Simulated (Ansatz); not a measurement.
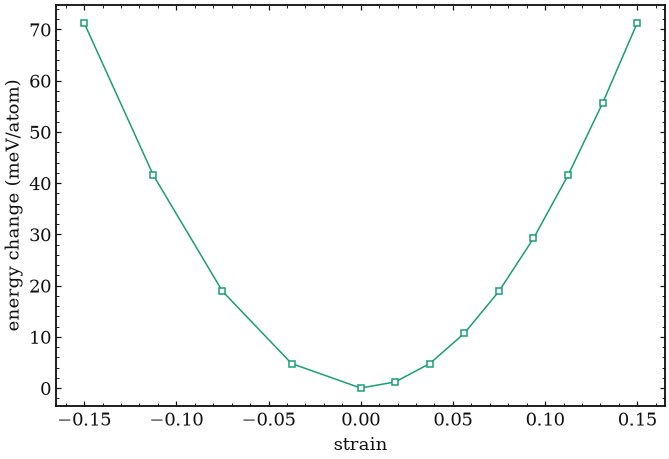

The picture above shows the energy change against strain.

Computed with Ansatz 0.2.0: homogeneous strain of a crystal along one Voigt pattern with engineering shear, fractional coordinates fixed, by plane-wave density functional theory with PAW datasets, free energies less that of the undisturbed cell; scalar-relativistic. Level: PBE, no spin polarisation.

For which of these solids was it computed?
A. NaH, Pm-3m (No. 221), 12.9 Å³/atom, strain pattern [1, -1, 0, 0, 0, 0]
B. Ti, Fm-3m (No. 225), 16.7 Å³/atom, strain pattern [0, 0, 0, 1, 0, 0]
C. CuI, Fm-3m (No. 225), 23.4 Å³/atom, strain pattern [0, 0, 0, 1, 0, 0]

Answer. B, Ti: energy change from 0.00 meV/atom to 71.30 meV/atom. The others give: NaH, energy change from 0.00 meV/atom to 33.09 meV/atom; CuI, energy change from 0.00 meV/atom to 5.24 meV/atom.

For CuI, limits of the calculation: reference crystal is not relaxed.

For NaH, limits of the calculation: reference crystal is not relaxed.

For Ti, limits of the calculation: reference crystal is not relaxed.
